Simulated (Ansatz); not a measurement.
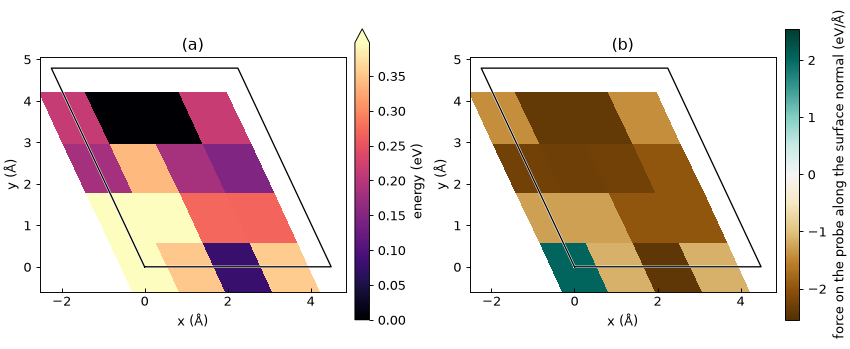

Si on a Ti(101) slab cut from the P6/mmm phase, its upper half relaxed before the scan (9 atoms of substrate and one adsorbate in a 1 × 1 cell). Si is moved over the surface cell at a fixed height above a rigid substrate; the origin of the map has the adsorbate above Ti9; the height is held at 2.20 Å. Places are given modulo a cell vector. The map is drawn in real space over the plane of the surface. Grid: 4 × 4 points. Energies are in eV, from the lowest grid point. The runs have no spin polarisation, so an open-shell adsorbate far from the surface lies too high. With one adsorbate in each 1 × 1 cell, its nearest image is 4.5 Å away, so neighbouring adsorbates interact. At a fixed height the lowest place need not be the adsorption site. All numbers below come from Ansatz 0.2.0, DFT PBE+D3(BJ), scalar-relativistic, plane waves, PAW. Settings: cutoff 420 eV, k-mesh 7×6×1, gaussian smearing 0.1 eV, no spin polarisation.

Panel (a) is the energy; panel (b) is the computed force on the probe along the surface normal, in eV/Å.

In the figure: one coloured cell a grid point, the outline of one cell of the plane, one colour for all values above the top of the scale.

> How does the force on the probe along the surface normal vary over the map, and what is it at the lowest grid point?

It runs from −2.43 eV/Å at a bridge site between two Ti atoms, (2/4, 0/4) of the cell vectors to 2.03 eV/Å at the top site over a surface Ti atom, (0/4, 0/4) of the cell vectors. At the lowest grid point, (1/4, 3/4) of the cell vectors [nearest 2 Ti at 3.03 Å], it is −2.39 eV/Å.

PAW datasets: the set soft_1.
